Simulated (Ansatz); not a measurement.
# Cu3O: one candidate of a structure search, part 2 of 2

Aim: relax a trial structure of Cu3O and see where it ends.

Ansatz 0.2.0; DFT PBE, scalar-relativistic, plane waves, PAW. Earlier steps stand in the parts before.

### 4 Final relaxation

The end of the coarse run is made exact in the group found at a tolerance of 0.06 Å and reduced to its primitive cell. The moments had died out, so spin is switched off.

Contents of input.yaml:

```yaml
crystal:
  lattice:
    - [-2.3153495137, 2.3153495137, 2.3153495137]
    - [2.3153495137, -2.3153495137, 2.3153495137]
    - [2.3153495137, 2.3153495137, -2.3153495137]
  atoms:
    - { symbol: Cu, position: [0.0, 0.5, 0.5] }
    - { symbol: Cu, position: [0.5, 0.0, 0.5] }
    - { symbol: Cu, position: [0.5, 0.5, 0.0] }
    - { symbol: O, position: [0.0, 0.0, 0.0] }
basis:
  ecutwfc: 420
kpoints:
  mp_grid: { grid: [14, 14, 14] }
hamiltonian:
  xc: pbe
scf:
  occupations: { method: gaussian, width: 0.1 }
output:
  forces: true
  stress: true
  eigenvalues: true
  write_density: true
  write_potential: true
  elf: true
  volumetric_format: npy
relax:
  adjacent_minimum: "off"
  f_tol: 0.01
  max_steps: 80
  cell: { stress_tol: 0.05 }
```

The run is started by

```bash
ansatz run input.yaml --threads 1 --pin off --max-ram 2560MiB --backend cpu --events-out ev --progress --plain --runs-dir out
```

Log (excerpt; [...] marks lines left out):

```text
Warning: RAYON_NUM_THREADS=1 ignored (pool sized by the plan → 1); use --threads N
[...]
Pseudopotentials: kind: paw
Pseudopotential: Cu, paw, valence charge 19, recommended cutoff 420 eV (normal), Cu.paw.azcp
Pseudopotential: O, paw, valence charge 6, recommended cutoff 420 eV (normal), O.paw.azcp
Functional definition: PBE
[...]
Crystal: 4 atoms, lattice volume = 49.649 Å³
Basis set: ecut = 420 eV, 959 PW (Γ), exchange–correlation on 54×54×54 points (8 copies of the dense FFT grid, shifted against one another)
Bands: 38, of which v1, the nominal top of the filled ones, is band 32 counted from 1 (31 counted from 0)
Symmetry: 48 space group operations
Space group: Im-3m (ITA 229), of the structure as read, at distance tolerance 3.7e-5 Å
k-points: 104 of 2744
[...]
SCF iter   1: F=—  HF=-20438.823669 eV  |F-HF|=—  |Δ(HF+E_count)|=         —  Δρ=4.69e-3  dr2=5.31e-3  ethr=1.77e-3  ⟨swp⟩=5.3  Hψ=13015  notcnv=0
[...]
  atom   2  Cu     0.00000000     0.00000000    -0.00000000
  atom   3  Cu     0.00000000     0.00000000    -0.00000000
  atom   4  O      0.00000000    -0.00000000     0.00000000
[...]
--- Stress (GPa, compression-positive) ---
       -0.034198      -0.000000      -0.000000
       -0.000000      -0.034198      -0.000000
        0.000000      -0.000000      -0.034198
  P = ⅓ Tr σ = -0.0342 GPa (-0.342 kbar)
--- Band table (eV; the first three rows and the last of 104) ---
[...]
--- Relaxed structure (1 steps of the walk, 1 accepted, 1 SCFs on fresh bases) ---
  F+E_penalty+E_count = -20438.82239534 eV   max|allowed force component| = 2.566e-29 eV/Å   (the final SCF, on the basis selected at the relaxed cell)
  cell:  # Å, volume = 49.6489 Å³
    - [-2.3153495137, 2.3153495137, 2.3153495137]
    - [2.3153495137, -2.3153495137, 2.3153495137]
    - [2.3153495137, 2.3153495137, -2.3153495137]
  atoms:
    - { symbol: Cu, position: [0.0, 0.5, 0.5] }
    - { symbol: Cu, position: [0.5, 0.0, 0.5] }
    - { symbol: Cu, position: [0.5, 0.5, 0.0] }
    - { symbol: O, position: [0.0, 0.0, 0.0] }
```

Wall time 40 s (1 thread of AMD EPYC (Zen 3), shared host); peak memory 0.46 GiB.

Step by step:

| step | energy from step 1 (eV/cell) | largest force component (eV/Å) | pressure (GPa) | volume (Å³) |
| --- | --- | --- | --- | --- |
| 1 | 0.0000 | 0.0000 | -0.03 | 49.65 |
| 2 | 0.0000 | 0.0000 | -0.03 | 49.65 |

Step 1 is the start. Step 2 repeats the geometry before it on a plane-wave basis chosen anew for that cell, so its energy need not be comparable with the rows above.

Lengths and angles in the start's conventional setting:

|  | before | after | change |
| --- | --- | --- | --- |
| a (Å) | 4.631 | 4.631 | 0.0 % |
| b (Å) | 4.631 | 4.631 | 0.0 % |
| c (Å) | 4.631 | 4.631 | 0.0 % |
| volume (Å³/atom) | 12.41 | 12.41 | 0.0 % |
| shortest distance (Å) | 2.315 | 2.315 | 0.0 % |
| space group (0.01 Å) | Im-3m | Im-3m | same |

Forces and stress were held to the start's 48 operations: a distortion of lower symmetry was not tested.

The maps below are laid out on this run's own conventional cell (a, b, c = 4.631, 4.631, 4.631 Å).

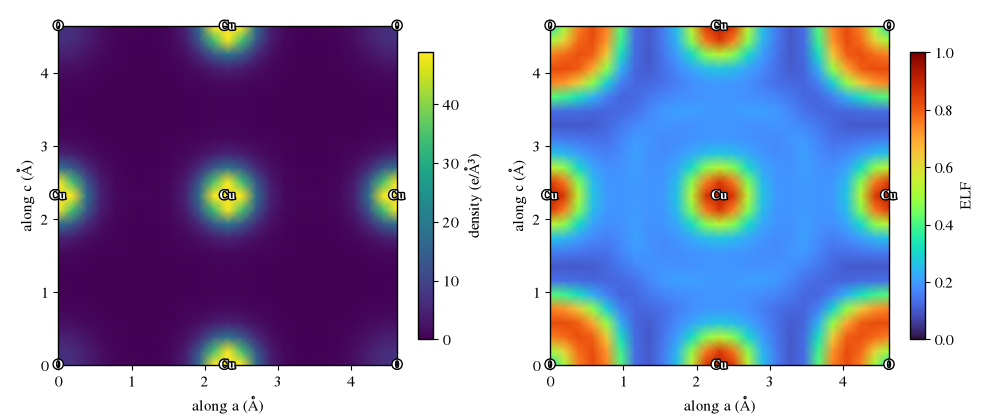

Density (left) and ELF (right) in a lattice plane of the grid's cell (edges 4.63 and 4.63 Å, at 0.000 of the third edge), which holds Cu and O. Only atoms in the plane are labelled; the density scale stops at 48.82 e/Å³. Both are smooth fields of the valence electrons: close to the nuclei they are not physical.

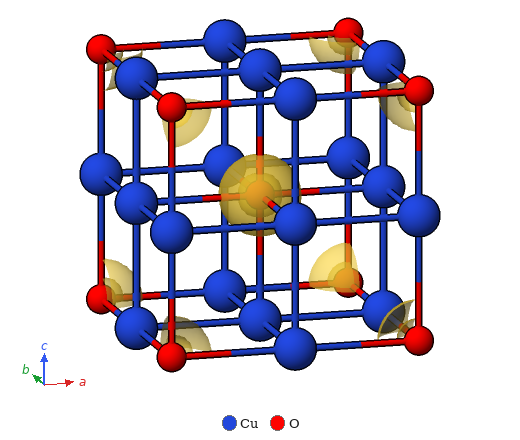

Surface of ELF = 0.76, drawn in one cell.

Maxima of ELF outside the ion cores: 0.82 in the shell around O, 0.6 Å from O.

### 5 Changed: xc_grid 4, mp_grid.grid [5, 5, 5], hubbard.sites [{species: Cu, l: d, u_eff: 1.0}], hubbard.double_counting amf

Changes to input.yaml since step 4:

```diff
@@ -12,6 +12,8 @@
   ecutwfc: 420
+  xc_grid: 4
 kpoints:
-  mp_grid: { grid: [14, 14, 14] }
+  mp_grid: { grid: [5, 5, 5] }
 hamiltonian:
   xc: pbe
+  hubbard: { sites: [{ species: Cu, l: d, u_eff: 1.0 }], double_counting: amf }
 scf:
@@ -20,12 +22,3 @@
   forces: true
+  eigenvalues: true
   stress: true
-  eigenvalues: true
-  write_density: true
-  write_potential: true
-  elf: true
-  volumetric_format: npy
-relax:
-  adjacent_minimum: "off"
-  f_tol: 0.01
-  max_steps: 80
-  cell: { stress_tol: 0.05 }
```

The run is started by

```bash
ansatz run input.yaml --threads 1 --pin off --max-ram 2560MiB --backend cpu --events-out ev --progress --plain --runs-dir out
```

Log (excerpt; [...] marks lines left out):

```text
Warning: RAYON_NUM_THREADS=1 ignored (pool sized by the plan → 1); use --threads N
Cu: projections on atomic orbitals take those of the free atom [Ne] 3s2 3p6 3d10 4s1, of charge +0.00 (hamiltonian.pseudopotentials.projection_atoms); the dataset's partial waves leave at most 2.0e-6 of an orbital's norm unspanned inside its sphere
O: projections on atomic orbitals take those of the free atom [He] 2s2 2p4, of charge +0.00 (hamiltonian.pseudopotentials.projection_atoms); the dataset's partial waves leave at most 1.9e-8 of an orbital's norm unspanned inside its sphere
[...]
Pseudopotentials: kind: paw
Pseudopotential: Cu, paw, valence charge 19, recommended cutoff 420 eV (normal), Cu.paw.azcp
Pseudopotential: O, paw, valence charge 6, recommended cutoff 420 eV (normal), O.paw.azcp
Functional definition: PBE
[...]
Crystal: 4 atoms, lattice volume = 49.649 Å³
[...]
SCF iter   9: F=-20438.790185 eV  HF=-20438.790185 eV  |F-HF|=1.91e-8  |Δ(HF+E_count)|=   1.76e-7  Δρ=1.71e-5  dr2=8.32e-8  ethr=1.59e-10  ⟨swp⟩=8.9  Hψ=1821  notcnv=0
[...]
SCF converged after 9 iterations
Free energy (F): -20438.790185 eV
[...]
E sigma→0 (E₀):  -20438.781087 eV
Entropy (-TS):   -0.018197 eV (-4.549 meV/atom)
Fermi energy:    12.352834 eV
[...]
DFT+U double counting: amf (around mean field; hamiltonian.hubbard.double_counting)
--- Forces (eV/Å), atoms counted from 1 ---
  atom   1  Cu     0.00000000    -0.00000000     0.00000000
  atom   2  Cu     0.00000000     0.00000000     0.00000000
  atom   3  Cu     0.00000000    -0.00000000     0.00000000
  atom   4  O     -0.00000000     0.00000000     0.00000000
[...]
--- Stress (GPa, compression-positive) ---
        0.150521      -0.000000       0.000000
        0.000000       0.150521       0.000000
       -0.000000       0.000000       0.150521
  P = ⅓ Tr σ = 0.1505 GPa (1.505 kbar)
--- Band table (eV; the first three rows and the last of 10) ---
[...]
Occupation matrices written to <dir>
```

It took 5.2 s on 1 thread of AMD EPYC (Zen 3), shared host; peak memory 0.37 GiB.

| run | ending | energy change | pressure (GPa) | gap (eV) | force (eV/Å) | cycles | time |
| --- | --- | --- | --- | --- | --- | --- | --- |
| step 4 | converged | 0 | 0.0 | 0.00 | 0.00 | - | 40 s |
| variant | converged | +8.1 meV/atom (U changed: no physical gain or loss) | 0.2 | 0.00 | 0.00 | 9 | 5.2 s |

Changing the numerical grids, k-point mesh and Hubbard U moves the energy by +8.1 meV/atom. The U term adds an energy of its own, so the shift says nothing about which run is better.

### 6 What came out

This closing draws on all 2 parts. Changes of volume or cell count from the first structure of part 1.

```
                                                              quantity                                                                      value
                                symmetry at the end (tolerance 0.05 Å)                                                space group Im-3m (No. 229)
                                                     conventional cell  a = 4.631 Å, b = 4.631 Å, c = 4.631 Å, α = 90.00°, β = 90.00°, γ = 90.00°
                                                                volume                                                              12.41 Å³/atom
energy over the elements (uncorrected; H, N, O, F and Cl as molecules)                                                              +0.42 eV/atom
                                                       gap on the mesh                                                               none (metal)
```

In words: The space group Im-3m (No. 229) is kept, and the volume per atom shrinks by 7.8 % from the first guess. With a positive formation energy it can't be a ground state. No finished test with a distortion of lower symmetry is shown, so the end may be a saddle point. A spin-polarised run here lost its starting moments, which speaks against magnetism, though one start doesn't rule it out. Other magnetic orders were not searched.
